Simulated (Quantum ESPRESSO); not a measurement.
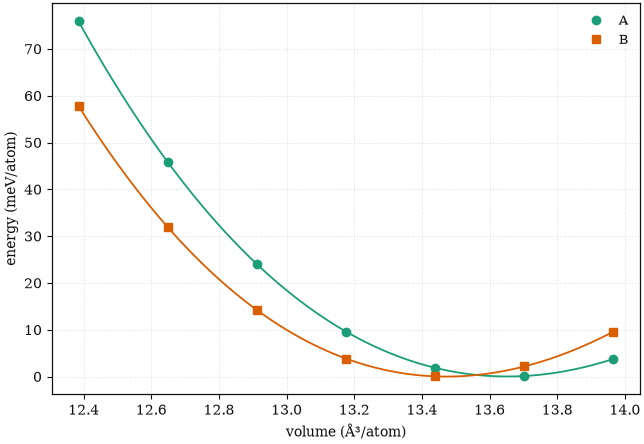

The figure compares two calculations of the energy against volume, each curve from its own zero. The first is for CeO₂, space group Fm-3m (No. 225).

The cell holds 3 atoms.

Computed with Quantum ESPRESSO 7.5: plane-wave DFT, collinear spins; energies at scaled volumes of the given cell, shape and fractions fixed, counted from the fit's minimum, third-order Birch-Murnaghan fit. Level: PBE, collinear spin.

k mesh 9×9×9; occupations Fermi–Dirac; smearing width 0.05 eV; potentials SSSP 1.3 efficiency PBE; wave cutoff 748.3 eV; density cutoff 5987 eV.

In the second, the level changes from PBE to rev-vdW-DF2. The second calculation uses k mesh 6×6×6.

> Which of A and B is the second calculation, and what did the change do?

B. The equilibrium volume falls from 13.65 to 13.47 Å³/atom (−1.3 %) and the bulk modulus rises from 173 to 181 GPa (+4.6 %).

For PBE, limits of the calculation: may lie on a higher state.

For rev-vdW-DF2, limits of the calculation: may lie on a higher state; potentials made for another functional.

V0 and the bulk modulus come from third-order Birch–Murnaghan fits.
